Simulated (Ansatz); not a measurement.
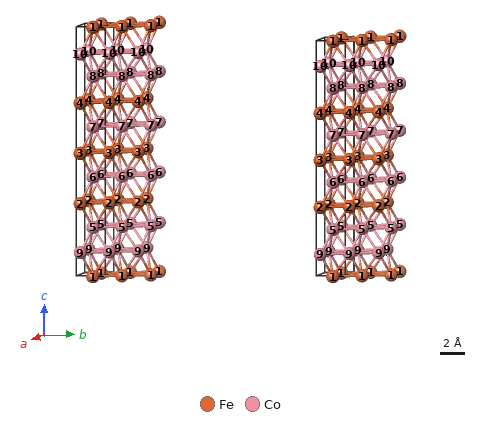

Two geometries of a crystal of Fe2Co3 (a generated structure, set up in P-6m2) (coarse preliminary run), drawn at one scale. One is the start of a relaxation, the other its converged end. Style: ball-and-stick. Shown: the cell of the calculation, repeated 2 × 3 × 1 with one cell outlined, slightly off an axis.

The calculation used Ansatz 0.2.0, DFT PBE, scalar-relativistic, plane waves, PAW. Set-up: plane-wave cutoff 420 eV; k-point mesh 6 × 6 × 1; occupations gaussian; smearing width 0.1 eV; collinear spin; cell and atoms relaxed; force threshold 0.04 eV/Å; at most 70 steps.

Question: Which one is relaxed?

Answer: The left one is the relaxed one. The largest moves relative to the cell, 0.066 Å, are those of Co5 and Co8. Co8 goes along +c. Largest moves by element: Co 0.066 Å, Fe 0.037 Å. Cell: a = b 2.508 → 2.494 Å (−0.6 %), c 19.844 → 21.018 Å (+5.9 %). Volume +4.7 %. Among the contacts that change: Fe1–Co10 2.457 → 2.573 Å, Fe3–Co6 2.457 → 2.561 Å, Co10–Co10 2.508 → 2.494 Å, Fe1–Fe1 2.508 → 2.494 Å. The space group stays P-6m2 (No. 187). Over 5 accepted moves (7 points after the start) the energy falls by 39.6 meV per atom. The largest force component goes from 0.5 to 0.0078 eV/Å. The pressure goes from 9.77 to −0.07 GPa. At 2 points the geometry stayed and the basis and grid were re-selected for the new cell (energy shift of 1.2 meV per atom at most each time). The run took 93 s on 4 threads of Intel(R) Xeon(R) Processor @ 2.70GHz, on a shared host, peak memory 0.72 GiB.

Limits of the set-up: the k-point mesh is coarse for a cell with partly filled bands.
